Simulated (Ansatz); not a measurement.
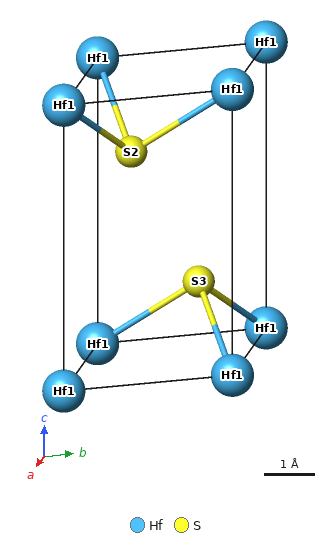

Figure 1. The input geometry (ball-and-stick view of the cell of the calculation, seen slightly off an axis; atoms are numbered from 1 in the order of the input). An atom can appear more than once, as a periodic image. Near neighbours in the periodic cell (some may lie outside the picture): Hf has 6 S at 2.54 Å; S has 3 Hf at 2.54 Å.

Geometry relaxation, with input and output: HfS₂ (part 1 of 2)

System: HfS₂ (P-3m1, 3 atoms in the cell).
Method: DFT PBE+D3(BJ), scalar-relativistic, plane waves, PAW, no spin polarisation (Ansatz 0.2.0).

The structure derives from a Materials Project entry. Figures and captions count atoms from 1; the log counts them from 0 in places.

### Input file
```yaml
crystal:
  lattice:
    - [3.63966418, 0.0, 0.0]
    - [-1.81983209, 3.1520416411, 0.0]
    - [0.0, 0.0, 6.05556247]
  atoms:
    - { symbol: Hf, position: [0.0, 0.0, 0.0] }
    - { symbol: S, position: [0.66666667, 0.33333333, 0.76395205] }
    - { symbol: S, position: [0.33333333, 0.66666667, 0.23604795] }
basis:
  ecutwfc: 420
kpoints:
  mp_grid: { grid: [12, 12, 6] }
hamiltonian:
  xc: pbe
  dispersion: d3bj
scf:
  occupations: { method: gaussian, width: 0.02 }
output:
  forces: true
  stress: true
  eigenvalues: true
  write_density: true
  write_potential: true
  elf: true
  volumetric_format: npy
relax:
  adjacent_minimum: "off"
  f_tol: 0.005
  max_steps: 80
  cell: { stress_tol: 0.05 }
```

Hardware: 4 threads of Intel Xeon (Granite Rapids), 32 GiB of memory available, shared host.

Command:
```bash
ansatz run input.yaml --threads 4 --pin off --max-ram 10240MiB --backend cpu --events-out ev --progress --plain --runs-dir out
```

### The program's output
```
Engine: ansatz 0.2.0, x86_64-unknown-linux-gnu
Pseudopotentials: kind: paw
Pseudopotential: Hf, paw, valence charge 26, recommended cutoff 420 eV (normal), Hf.paw.azcp
Pseudopotential: S, paw, valence charge 6, recommended cutoff 420 eV (normal), S.paw.azcp
Functional definition: PBE
  parameter kappa = 0.804
  parameter beta = 0.06672455060314922
  exchange = pbe_x(kappa = kappa, mu = beta*pi^2/3)
  correlation = pbe_c(beta = beta)
Crystal: 3 atoms, lattice volume = 69.472 Å³
Basis set: ecut = 420 eV, 1317 PW (Γ), exchange–correlation on 50×50×90 points (8 copies of the dense FFT grid, shifted against one another)
Bands: 23, of which v1, the nominal top of the filled ones, is band 19 counted from 1 (18 counted from 0)
Symmetry: 12 space group operations
Space group: P-3m1 (ITA 164), of the structure as read, at distance tolerance 4.1e-5 Å
k-points: 100 of 864
Non-local potential: Hf, projectors of the file, l = 0: 3, l = 1: 2, l = 2: 2, l = 3: 3
Non-local potential: S, projectors of the file, l = 0: 2, l = 1: 2, l = 2: 2
PAW form: soft (Blöchl's): semilocal exchange-correlation on the pseudo side does not see the compensation charge
PAW one-centre angular grid: Hf, 590 points (default); XC on 64 Gauss nodes
PAW one-centre angular grid: S, 110 points (default); XC on 64 Gauss nodes
Initial density: superposition of atomic densities (neutral atoms: chi_scale 0, normalization atom), corrected by the library's trained network
Initial wavefunctions: pseudopotential atomic-orbital guess
Functional: x = pbe(κ = 0.804, μ = 0.2195149727645171), c = pbe(β = 0.06672455060314922)
SCF iter   1: F=—  HF=-17531.136026 eV  |F-HF|=—  |Δ(HF+E_count)|=         —  Δρ=1.38e-3  dr2=6.80e-4  ethr=1.77e-3  ⟨swp⟩=6.0  Hψ=9917  notcnv=0
preconditioner: auto → Resta (q_TF=auto, 2.467 Å⁻¹)  ε∞=5.3  [insulator: Δε(μ)=1.183 eV  Ē_g=11.727 eV  σ=0.020 eV  W_gap=1.00  n_scr=22 (ndim 8)  ℏωp=24.4 eV  f_vac=0.109  D(μ)=0.00/eV (n_scr^D=0)  ε∞_Penn≈5.3]
SCF iter   2: F=—  HF=-17531.135482 eV  |F-HF|=—  |Δ(HF+E_count)|=   5.44e-4  Δρ=8.15e-4  dr2=2.62e-4  ethr=1.79e-6  ⟨swp⟩=2.8  Hψ=5219  notcnv=0
SCF iter   3: F=—  HF=-17531.135840 eV  |F-HF|=—  |Δ(HF+E_count)|=   3.58e-4  Δρ=1.60e-4  dr2=4.07e-5  ethr=6.90e-7  ⟨swp⟩=2.0  Hψ=3974  notcnv=0
SCF iter   4: F=—  HF=-17531.135792 eV  |F-HF|=—  |Δ(HF+E_count)|=   4.82e-5  Δρ=1.04e-4  dr2=1.99e-5  ethr=1.07e-7  ⟨swp⟩=2.0  Hψ=3630  notcnv=0
SCF iter   5: F=—  HF=-17531.135799 eV  |F-HF|=—  |Δ(HF+E_count)|=   7.04e-6  Δρ=8.82e-5  dr2=1.08e-5  ethr=5.23e-8  ⟨swp⟩=2.0  Hψ=3616  notcnv=0
SCF iter   6: F=—  HF=-17531.135799 eV  |F-HF|=—  |Δ(HF+E_count)|=   5.03e-8  Δρ=2.33e-5  dr2=6.43e-7  ethr=2.84e-8  ⟨swp⟩=2.0  Hψ=3701  notcnv=0
SCF iter   7: F=-17531.135800 eV  HF=-17531.135800 eV  |F-HF|=4.27e-9  |Δ(HF+E_count)|=   6.94e-7  Δρ=7.67e-6  dr2=8.63e-8  ethr=2.63e-10  ⟨swp⟩=6.8  Hψ=16304  notcnv=0
SCF 1 converged in 7 iterations: F = -17531.135800 eV  dr2 = 8.63e-8
  greatest PAW one-centre occupation: 0.999 electrons in one spin orbital (limit 2), on the Hf atom at site 0 (counted from 0), in its partial waves of l = 0
relax step   1: F+E_penalty+E_count = -17531.13579963 eV  Δ(F+E_penalty+E_count) = +0.000e0 eV  max|allowed force component| = 2.303e-1 eV/Å  Δτ_max = 0.0000 Å  P = -0.521 GPa  Ω = 69.472 Å³  (7 SCF iters, dr2 threshold 1.00e-7 eV, accepted)
Crystal: 3 atoms, lattice volume = 63.636 Å³
Basis set: ecut = 420 eV, 1237 PW (Γ), exchange–correlation on 50×50×90 points (8 copies of the dense FFT grid, shifted against one another)
Initial density: handed on by an earlier stage of this run
Initial wavefunctions: those handed on with the density
iter 1 solved again at ethr=5.83e-4 eV; its pass at ethr=3.10e-3 eV (dr2=2.22e-1 eV) is discarded
SCF iter   1: F=—  HF=-17531.175952 eV  |F-HF|=—  |Δ(HF+E_count)|=         —  Δρ=9.79e-3  dr2=2.23e-1  ethr=5.83e-4  ⟨swp⟩=1.0  Hψ=13509  notcnv=0
preconditioner: auto → Resta (q_TF=auto, 2.504 Å⁻¹)  ε∞=5.7  [insulator: Δε(μ)=0.525 eV  Ē_g=11.767 eV  σ=0.020 eV  W_gap=1.00  n_scr=22 (ndim 8)  ℏωp=25.5 eV  f_vac=0.026  D(μ)=0.00/eV (n_scr^D=0)  ε∞_Penn≈5.7]
SCF iter   2: F=—  HF=-17531.133939 eV  |F-HF|=—  |Δ(HF+E_count)|=   4.20e-2  Δρ=4.32e-3  dr2=2.51e-2  ethr=5.83e-4  ⟨swp⟩=2.1  Hψ=3235  notcnv=0
SCF iter   3: F=—  HF=-17531.128232 eV  |F-HF|=—  |Δ(HF+E_count)|=   5.71e-3  Δρ=1.75e-3  dr2=4.33e-3  ethr=6.62e-5  ⟨swp⟩=2.0  Hψ=4099  notcnv=0
SCF iter   4: F=—  HF=-17531.127540 eV  |F-HF|=—  |Δ(HF+E_count)|=   6.92e-4  Δρ=9.69e-4  dr2=7.99e-4  ethr=1.14e-5  ⟨swp⟩=2.0  Hψ=4165  notcnv=0
SCF iter   5: F=—  HF=-17531.127403 eV  |F-HF|=—  |Δ(HF+E_count)|=   1.37e-4  Δρ=4.22e-4  dr2=1.23e-4  ethr=2.10e-6  ⟨swp⟩=2.0  Hψ=3800  notcnv=0
SCF iter   6: F=—  HF=-17531.127525 eV  |F-HF|=—  |Δ(HF+E_count)|=   1.22e-4  Δρ=9.45e-5  dr2=5.26e-6  ethr=3.25e-7  ⟨swp⟩=2.0  Hψ=3465  notcnv=0
SCF iter   7: F=—  HF=-17531.127533 eV  |F-HF|=—  |Δ(HF+E_count)|=   8.28e-6  Δρ=1.60e-5  dr2=2.27e-7  ethr=7.89e-10  ⟨swp⟩=7.5  Hψ=18085  notcnv=0
SCF iter   8: F=-17531.127534 eV  HF=-17531.127534 eV  |F-HF|=3.49e-8  |Δ(HF+E_count)|=   4.96e-7  Δρ=5.31e-6  dr2=2.56e-8  ethr=5.99e-10  ⟨swp⟩=10.0  Hψ=19584  notcnv=0
SCF 2 converged in 8 iterations: F = -17531.127534 eV  dr2 = 2.56e-8
  Residual-converged pass: ⟨swp⟩=1.0  Hψ=2702  notcnv=0  max |occ|·‖R‖ = 7.1e-9 eV (tolerance 1.0e-8 eV)  dr2=2.56e-8  dr2_onsite=4.04e-8  max |Δocc| = 1.2e-128
relax step   2: F+E_penalty+E_count = -17531.12753371 eV  Δ(F+E_penalty+E_count) = +8.266e-3 eV  max|allowed force component| = 4.978e-1 eV/Å  Δτ_max = 0.1482 Å  P = -0.529 GPa  Ω = 63.636 Å³  energy of the carried Pulay correction = +8.490e-4 eV  (8 SCF iters, dr2 threshold 3.00e-7 eV, rejected (line search))
Crystal: 3 atoms, lattice volume = 67.226 Å³
Basis set: ecut = 420 eV, 1303 PW (Γ), exchange–correlation on 50×50×90 points (8 copies of the dense FFT grid, shifted against one another)
iter 1 solved again at ethr=2.27e-4 eV; its pass at ethr=3.10e-3 eV (dr2=8.64e-2 eV) is discarded
SCF iter   1: F=—  HF=-17531.176815 eV  |F-HF|=—  |Δ(HF+E_count)|=         —  Δρ=6.01e-3  dr2=8.72e-2  ethr=2.27e-4  ⟨swp⟩=1.0  Hψ=13521  notcnv=0
preconditioner: auto → Resta (q_TF=auto, 2.481 Å⁻¹)  ε∞=5.5  [insulator: Δε(μ)=1.105 eV  Ē_g=11.728 eV  σ=0.020 eV  W_gap=1.00  n_scr=22 (ndim 8)  ℏωp=24.8 eV  f_vac=0.091  D(μ)=0.00/eV (n_scr^D=0)  ε∞_Penn≈5.5]
SCF iter   2: F=—  HF=-17531.159698 eV  |F-HF|=—  |Δ(HF+E_count)|=   1.71e-2  Δρ=2.81e-3  dr2=1.25e-2  ethr=2.27e-4  ⟨swp⟩=2.0  Hψ=3236  notcnv=0
SCF iter   3: F=—  HF=-17531.156983 eV  |F-HF|=—  |Δ(HF+E_count)|=   2.72e-3  Δρ=1.09e-3  dr2=2.03e-3  ethr=3.30e-5  ⟨swp⟩=2.0  Hψ=4090  notcnv=0
SCF iter   4: F=—  HF=-17531.156692 eV  |F-HF|=—  |Δ(HF+E_count)|=   2.91e-4  Δρ=6.47e-4  dr2=4.24e-4  ethr=5.34e-6  ⟨swp⟩=2.0  Hψ=4248  notcnv=0
SCF iter   5: F=—  HF=-17531.156661 eV  |F-HF|=—  |Δ(HF+E_count)|=   3.10e-5  Δρ=2.83e-4  dr2=6.01e-5  ethr=1.12e-6  ⟨swp⟩=2.0  Hψ=3785  notcnv=0
SCF iter   6: F=—  HF=-17531.156767 eV  |F-HF|=—  |Δ(HF+E_count)|=   1.07e-4  Δρ=6.95e-5  dr2=2.90e-6  ethr=1.58e-7  ⟨swp⟩=2.0  Hψ=3555  notcnv=0
SCF iter   7: F=—  HF=-17531.156773 eV  |F-HF|=—  |Δ(HF+E_count)|=   5.78e-6  Δρ=1.07e-5  dr2=1.10e-7  ethr=7.62e-9  ⟨swp⟩=2.0  Hψ=3795  notcnv=0
SCF iter   8: F=—  HF=-17531.156773 eV  |F-HF|=—  |Δ(HF+E_count)|=   2.84e-7  Δρ=3.91e-6  dr2=1.48e-8  ethr=2.89e-10  ⟨swp⟩=2.0  Hψ=4192  notcnv=0
SCF iter   9: F=—  HF=-17531.156773 eV  |F-HF|=—  |Δ(HF+E_count)|=   3.89e-8  Δρ=1.58e-6  dr2=1.69e-9  ethr=3.88e-11  ⟨swp⟩=2.0  Hψ=4196  notcnv=0
SCF iter  10: F=—  HF=-17531.156773 eV  |F-HF|=—  |Δ(HF+E_count)|=   2.75e-9  Δρ=2.96e-7  dr2=7.37e-11  ethr=4.45e-12  ⟨swp⟩=2.0  Hψ=3792  notcnv=0
SCF iter  11: F=-17531.156773 eV  HF=-17531.156773 eV  |F-HF|=3.64e-12  |Δ(HF+E_count)|=  9.46e-11  Δρ=6.11e-8  dr2=2.78e-12  ethr=1.00e-12  ⟨swp⟩=6.0  Hψ=11721  notcnv=0
SCF 3 converged in 11 iterations: F = -17531.156773 eV  dr2 = 2.78e-12
relax step   3: F+E_penalty+E_count = -17531.15677332 eV  Δ(F+E_penalty+E_count) = -2.097e-2 eV  max|allowed force component| = 3.888e-2 eV/Å  Δτ_max = 0.0522 Å  P = -0.485 GPa  Ω = 67.226 Å³  energy of the carried Pulay correction = +3.181e-4 eV  (11 SCF iters, accepted)
Crystal: 3 atoms, lattice volume = 65.119 Å³
Basis set: ecut = 420 eV, 1243 PW (Γ), exchange–correlation on 50×50×90 points (8 copies of the dense FFT grid, shifted against one another)
iter 1 solved again at ethr=4.21e-5 eV; its pass at ethr=3.10e-3 eV (dr2=1.60e-2 eV) is discarded
SCF iter   1: F=—  HF=-17531.168215 eV  |F-HF|=—  |Δ(HF+E_count)|=         —  Δρ=2.94e-3  dr2=1.66e-2  ethr=4.21e-5  ⟨swp⟩=1.9  Hψ=14013  notcnv=0
preconditioner: auto → Resta (q_TF=auto, 2.494 Å⁻¹)  ε∞=5.6  [insulator: Δε(μ)=0.831 eV  Ē_g=11.760 eV  σ=0.020 eV  W_gap=1.00  n_scr=22 (ndim 8)  ℏωp=25.2 eV  f_vac=0.041  D(μ)=0.00/eV (n_scr^D=0)  ε∞_Penn≈5.6]
SCF iter   2: F=—  HF=-17531.164983 eV  |F-HF|=—  |Δ(HF+E_count)|=   3.23e-3  Δρ=1.43e-3  dr2=2.64e-3  ethr=4.21e-5  ⟨swp⟩=2.0  Hψ=3227  notcnv=0
SCF iter   3: F=—  HF=-17531.164407 eV  |F-HF|=—  |Δ(HF+E_count)|=   5.76e-4  Δρ=4.58e-4  dr2=2.88e-4  ethr=6.96e-6  ⟨swp⟩=2.0  Hψ=2899  notcnv=0
SCF iter   4: F=—  HF=-17531.164427 eV  |F-HF|=—  |Δ(HF+E_count)|=   1.97e-5  Δρ=1.60e-4  dr2=2.31e-5  ethr=7.57e-7  ⟨swp⟩=2.0  Hψ=2921  notcnv=0
SCF iter   5: F=—  HF=-17531.164452 eV  |F-HF|=—  |Δ(HF+E_count)|=   2.50e-5  Δρ=9.10e-5  dr2=6.08e-6  ethr=6.08e-8  ⟨swp⟩=2.0  Hψ=4200  notcnv=0
SCF iter   6: F=—  HF=-17531.164445 eV  |F-HF|=—  |Δ(HF+E_count)|=   7.44e-6  Δρ=2.50e-5  dr2=4.61e-7  ethr=1.60e-8  ⟨swp⟩=2.0  Hψ=4200  notcnv=0
SCF iter   7: F=-17531.164446 eV  HF=-17531.164446 eV  |F-HF|=8.84e-9  |Δ(HF+E_count)|=   9.81e-7  Δρ=4.36e-6  dr2=1.53e-8  ethr=7.89e-10  ⟨swp⟩=11.0  Hψ=20208  notcnv=0
SCF 4 converged in 7 iterations: F = -17531.164446 eV  dr2 = 1.53e-8
relax step   4: F+E_penalty+E_count = -17531.16444552 eV  Δ(F+E_penalty+E_count) = -7.672e-3 eV  max|allowed force component| = 2.239e-2 eV/Å  Δτ_max = 0.0442 Å  P = -0.038 GPa  Ω = 65.119 Å³  energy of the carried Pulay correction = +6.263e-4 eV  (7 SCF iters, dr2 threshold 3.00e-7 eV, accepted)
Crystal: 3 atoms, lattice volume = 65.046 Å³
iter 1 solved again at ethr=3.17e-7 eV; its pass at ethr=3.10e-3 eV (dr2=1.21e-4 eV) is discarded
SCF iter   1: F=—  HF=-17531.164804 eV  |F-HF|=—  |Δ(HF+E_count)|=         —  Δρ=3.61e-4  dr2=8.97e-5  ethr=3.17e-7  ⟨swp⟩=3.1  Hψ=15130  notcnv=0
preconditioner: auto → Resta (q_TF=auto, 2.495 Å⁻¹)  ε∞=5.6  [insulator: Δε(μ)=0.860 eV  Ē_g=11.753 eV  σ=0.020 eV  W_gap=1.00  n_scr=22 (ndim 8)  ℏωp=25.2 eV  f_vac=0.043  D(μ)=0.00/eV (n_scr^D=0)  ε∞_Penn≈5.6]
SCF iter   2: F=—  HF=-17531.164814 eV  |F-HF|=—  |Δ(HF+E_count)|=   9.58e-6  Δρ=1.82e-4  dr2=1.13e-5  ethr=2.36e-7  ⟨swp⟩=2.0  Hψ=2764  notcnv=0
SCF iter   3: F=—  HF=-17531.164820 eV  |F-HF|=—  |Δ(HF+E_count)|=   5.68e-6  Δρ=6.78e-5  dr2=1.81e-6  ethr=2.97e-8  ⟨swp⟩=2.3  Hψ=4058  notcnv=0
SCF iter   4: F=—  HF=-17531.164821 eV  |F-HF|=—  |Δ(HF+E_count)|=   8.69e-7  Δρ=2.88e-5  dr2=4.63e-7  ethr=7.84e-10  ⟨swp⟩=13.1  Hψ=24817  notcnv=0
SCF iter   5: F=-17531.164821 eV  HF=-17531.164821 eV  |F-HF|=2.05e-8  |Δ(HF+E_count)|=   2.49e-7  Δρ=7.24e-6  dr2=4.60e-8  ethr=7.84e-10  ⟨swp⟩=11.0  Hψ=20179  notcnv=0
SCF 5 converged in 5 iterations: F = -17531.164821 eV  dr2 = 4.60e-8
relax step   5: F+E_penalty+E_count = -17531.16482083 eV  Δ(F+E_penalty+E_count) = -3.753e-4 eV  max|allowed force component| = 5.258e-3 eV/Å  Δτ_max = 0.0019 Å  P = -0.083 GPa  Ω = 65.046 Å³  energy of the carried Pulay correction = +6.372e-4 eV  (5 SCF iters, dr2 threshold 2.98e-7 eV, accepted)
Crystal: 3 atoms, lattice volume = 64.895 Å³
iter 1 solved again at ethr=4.61e-7 eV; its pass at ethr=3.10e-3 eV (dr2=1.75e-4 eV) is discarded
SCF iter   1: F=—  HF=-17531.164823 eV  |F-HF|=—  |Δ(HF+E_count)|=         —  Δρ=2.37e-4  dr2=1.67e-4  ethr=4.61e-7  ⟨swp⟩=2.0  Hψ=12453  notcnv=0
preconditioner: auto → Resta (q_TF=auto, 2.495 Å⁻¹)  ε∞=5.6  [insulator: Δε(μ)=0.850 eV  Ē_g=11.757 eV  σ=0.020 eV  W_gap=1.00  n_scr=22 (ndim 8)  ℏωp=25.2 eV  f_vac=0.043  D(μ)=0.00/eV (n_scr^D=0)  ε∞_Penn≈5.6]
SCF iter   2: F=—  HF=-17531.164793 eV  |F-HF|=—  |Δ(HF+E_count)|=   2.99e-5  Δρ=8.51e-5  dr2=1.81e-5  ethr=4.39e-7  ⟨swp⟩=2.0  Hψ=2833  notcnv=0
SCF iter   3: F=—  HF=-17531.164804 eV  |F-HF|=—  |Δ(HF+E_count)|=   1.07e-5  Δρ=3.49e-5  dr2=2.21e-6  ethr=4.77e-8  ⟨swp⟩=2.0  Hψ=3753  notcnv=0
SCF iter   4: F=—  HF=-17531.164804 eV  |F-HF|=—  |Δ(HF+E_count)|=   5.14e-7  Δρ=2.39e-5  dr2=5.78e-7  ethr=5.81e-9  ⟨swp⟩=2.0  Hψ=4114  notcnv=0
SCF iter   5: F=—  HF=-17531.164804 eV  |F-HF|=—  |Δ(HF+E_count)|=   5.69e-8  Δρ=7.58e-6  dr2=5.60e-8  ethr=1.52e-9  ⟨swp⟩=2.0  Hψ=3800  notcnv=0
SCF iter   6: F=-17531.164804 eV  HF=-17531.164804 eV  |F-HF|=6.32e-9  |Δ(HF+E_count)|=   6.15e-8  Δρ=1.91e-6  dr2=2.72e-9  ethr=5.45e-11  ⟨swp⟩=8.9  Hψ=16089  notcnv=0
SCF 6 converged in 6 iterations: F = -17531.164804 eV  dr2 = 2.72e-9
relax step   6: F+E_penalty+E_count = -17531.16480373 eV  Δ(F+E_penalty+E_count) = +1.710e-5 eV  max|allowed force component| = 2.428e-2 eV/Å  Δτ_max = 0.0002 Å  P = +0.162 GPa  Ω = 64.895 Å³  energy of the carried Pulay correction = +6.595e-4 eV  (6 SCF iters, dr2 threshold 2.07e-8 eV, rejected (line search))
Crystal: 3 atoms, lattice volume = 64.976 Å³
iter 1 solved again at ethr=1.49e-7 eV; its pass at ethr=3.10e-3 eV (dr2=5.68e-5 eV) is discarded
SCF iter   1: F=—  HF=-17531.164845 eV  |F-HF|=—  |Δ(HF+E_count)|=         —  Δρ=1.39e-4  dr2=5.46e-5  ethr=1.49e-7  ⟨swp⟩=2.0  Hψ=13159  notcnv=0
preconditioner: auto → Resta (q_TF=auto, 2.495 Å⁻¹)  ε∞=5.6  [insulator: Δε(μ)=0.855 eV  Ē_g=11.754 eV  σ=0.020 eV  W_gap=1.00  n_scr=22 (ndim 8)  ℏωp=25.2 eV  f_vac=0.043  D(μ)=0.00/eV (n_scr^D=0)  ε∞_Penn≈5.6]
SCF iter   2: F=—  HF=-17531.164852 eV  |F-HF|=—  |Δ(HF+E_count)|=   6.76e-6  Δρ=4.80e-5  dr2=5.40e-6  ethr=1.44e-7  ⟨swp⟩=2.0  Hψ=2829  notcnv=0
SCF iter   3: F=—  HF=-17531.164850 eV  |F-HF|=—  |Δ(HF+E_count)|=   2.24e-6  Δρ=2.10e-5  dr2=7.65e-7  ethr=1.42e-8  ⟨swp⟩=2.0  Hψ=3761  notcnv=0
SCF iter   4: F=—  HF=-17531.164848 eV  |F-HF|=—  |Δ(HF+E_count)|=   1.25e-6  Δρ=1.32e-5  dr2=1.96e-7  ethr=2.01e-9  ⟨swp⟩=2.0  Hψ=3924  notcnv=0
SCF iter   5: F=—  HF=-17531.164848 eV  |F-HF|=—  |Δ(HF+E_count)|=   1.03e-9  Δρ=4.42e-6  dr2=1.39e-8  ethr=5.15e-10  ⟨swp⟩=2.0  Hψ=3776  notcnv=0
SCF iter   6: F=—  HF=-17531.164848 eV  |F-HF|=—  |Δ(HF+E_count)|=   1.47e-8  Δρ=9.55e-7  dr2=4.13e-10  ethr=3.67e-11  ⟨swp⟩=2.0  Hψ=3812  notcnv=0
SCF iter   7: F=—  HF=-17531.164848 eV  |F-HF|=—  |Δ(HF+E_count)|=  6.58e-10  Δρ=2.55e-7  dr2=6.80e-11  ethr=1.09e-12  ⟨swp⟩=2.0  Hψ=4146  notcnv=0
SCF iter   8: F=-17531.164848 eV  HF=-17531.164848 eV  |F-HF|=1.82e-11  |Δ(HF+E_count)|=  1.06e-10  Δρ=9.63e-8  dr2=6.95e-12  ethr=1.00e-12  ⟨swp⟩=6.9  Hψ=12954  notcnv=0
SCF 7 converged in 8 iterations: F = -17531.164848 eV  dr2 = 6.95e-12
```
